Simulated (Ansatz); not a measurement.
# Ge: what the fields show

The calculation's input:

```
crystal:
  lattice:
    - [0.0, 2.88574, 5.115665]
    - [2.630497, 0.0, 5.115665]
    - [2.630497, 2.88574, 0.0]
  atoms:
    - { symbol: Ge, position: [0.72649, 0.27351, 0.72649] }
    - { symbol: Ge, position: [0.27351, 0.72649, 0.27351] }
    - { symbol: Ge, position: [0.218133, 0.218133, 0.781867] }
    - { symbol: Ge, position: [0.781867, 0.781867, 0.218133] }
hamiltonian:
  xc: { exchange: pbe, correlation: pbe, exx: { coeff: 0.5, omega: 0.2 } }
  pseudopotentials: { kind: paw }
kpoints:
  mp_grid: { grid: [4, 4, 4] }
scf:
  occupations: { method: fermi_dirac, width: 0.05 }
output:
  forces: true
  stress: true
  eigenvalues: true
  write_density: true
  write_potential: true
  elf: true
  volumetric_format: npy
```

Command:

```sh
ansatz run input.yaml --threads 2 --pin off --max-ram 5632MiB --backend cpu --events-out ev --progress --plain --runs-dir out
```

Below, planes, directions and counts refer to the conventional cell (a = 5.26 Å, b = 5.77 Å, c = 10.23 Å, α = 90.00°, β = 90.00°, γ = 90.00°).

Space group Fmmm; a structure from a database of computed crystals, not necessarily the ambient phase; not relaxed (largest force 0.3 eV/Å); computed pressure about −6 GPa in this cell.

Computed with Kohn-Sham DFT of a periodic cell, HSE06 form with a typed share of exact exchange, Ansatz PAW (Ansatz).

The density is the valence pseudo-density of a PAW calculation; it isn't the true density close to the nuclei.

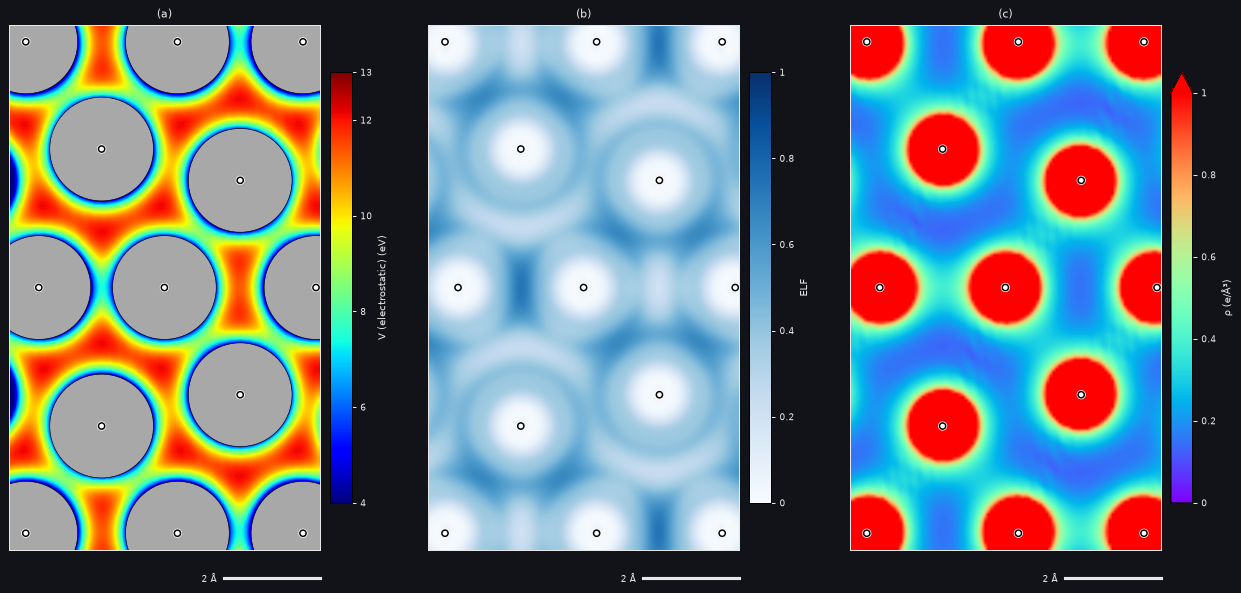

Figure 1. (a) electrostatic potential (local pseudopotential plus Hartree) felt by an electron; (b) ELF; (c) valence electron density on the (100) plane of the conventional cell. Circles mark the nuclei in the plane (Ge). Grey discs cover the atomic cores in the potential map.

What do the fields say about this system?

Atoms in the plane: Ge. Ge–Ge (2.61 Å): the density is about 0.38 e/Å³ at the midpoint; the ELF peaks at about 0.75 between the atoms. Ge–Ge (2.73 Å): ρ at the midpoint is about 0.33 e/Å³; the ELF peaks at about 0.65 between the atoms. Between the atoms the lowest density in this plane is 0.13 e/Å³. Outside the cores the potential energy rises away from the atoms and is highest about 1.7 Å from the nearest atoms; its zero is arbitrary.

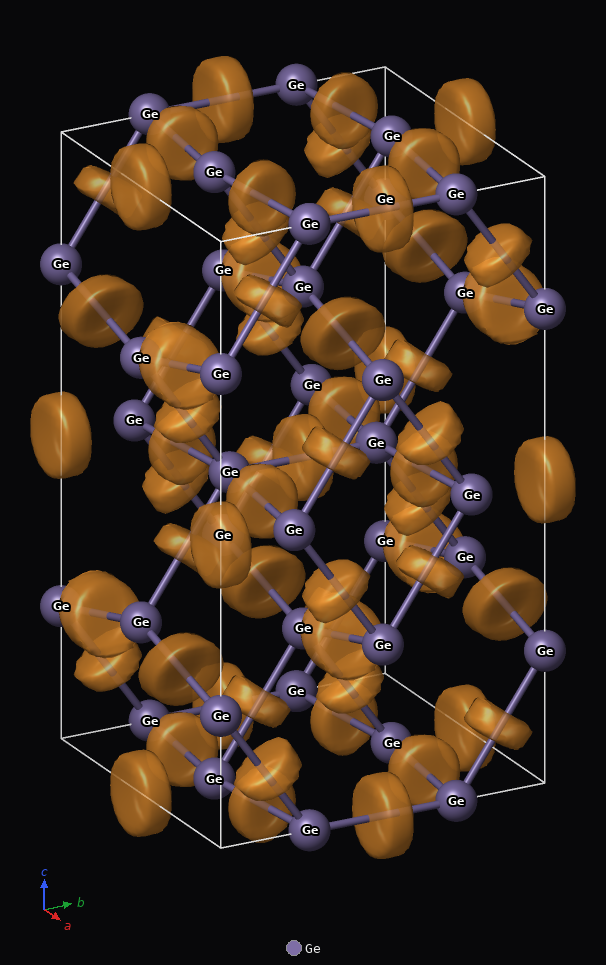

Figure 2. Isosurface of the electron localisation function at 0.55 (orange), seen at an oblique angle. Only the valence region is drawn (cores and ρ < 0.01 e/Å³ removed). Sticks mark near contacts.

What do the ELF domains correspond to?

At this value the surface marks out 36 regions between bonded Ge–Ge atoms, counted in one cell of 16 atoms. Any copies at cell faces, edges or corners count once. Along the contacts the grid gives the following. Ge–Ge (2.71 Å): the ELF peaks at about 0.75 between the atoms.

Does the calculation make it a metal, or give it a gap?

It is gapless in this calculation (a metal or semimetal).
